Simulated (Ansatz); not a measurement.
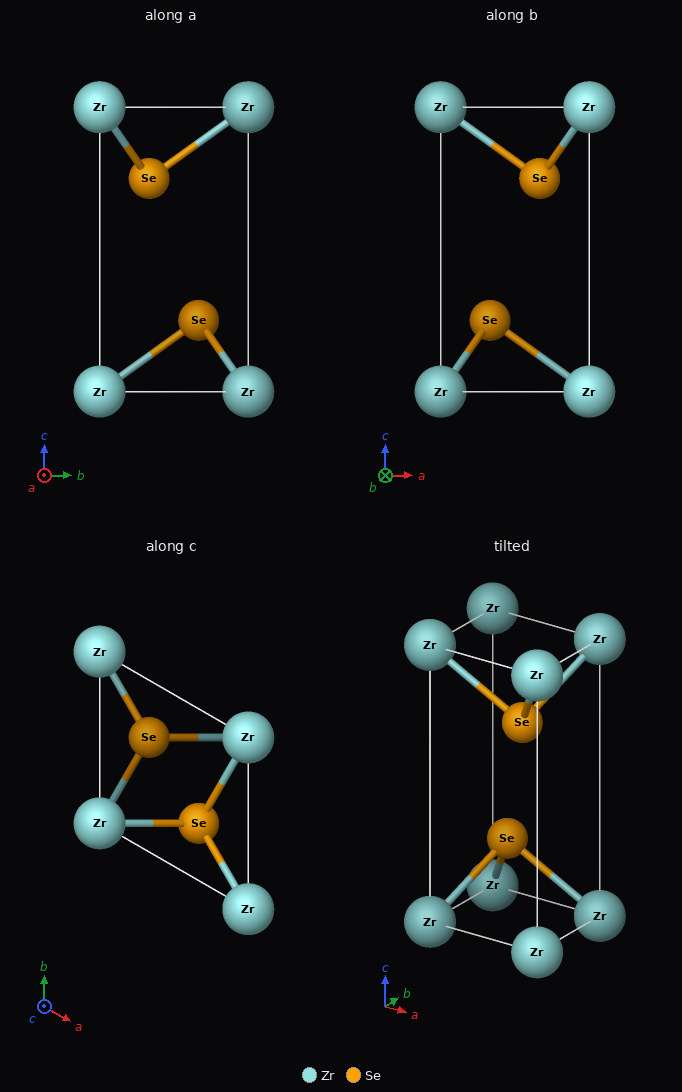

View along the a axis, along the b axis, along the c axis and slightly off an axis, drawn as a ball-and-stick model. The lines enclose the conventional unit cell; boundary atoms appear with their images.

Lattice parameters: a = 3.7881 Å, b = 3.7881 Å, c = 6.2728 Å, α = 90.000°, β = 90.000°, γ = 120.000°.

Transcribe the picture into a CIF with its space group and independent sites.

```cif
data_structure
_symmetry_space_group_name_H-M 'P -3 m 1'
_symmetry_Int_Tables_number 164
_cell_length_a 3.7881
_cell_length_b 3.7881
_cell_length_c 6.2728
_cell_angle_alpha 90.000
_cell_angle_beta 90.000
_cell_angle_gamma 120.000
_cell_volume 77.95
loop_
_atom_site_label
_atom_site_type_symbol
_atom_site_symmetry_multiplicity
_atom_site_Wyckoff_symbol
_atom_site_fract_x
_atom_site_fract_y
_atom_site_fract_z
_atom_site_occupancy
Zr1 Zr 1 a 0.0000 0.0000 0.0000 1
Se1 Se 2 d 0.3333 0.6667 0.2505 1
```

Provenance: a structure type filled with these elements by a generator (whether the compound takes this form wasn't checked). The cell was then strained or its atoms displaced on purpose. Ansatz was used for an electronic-structure calculation on it.
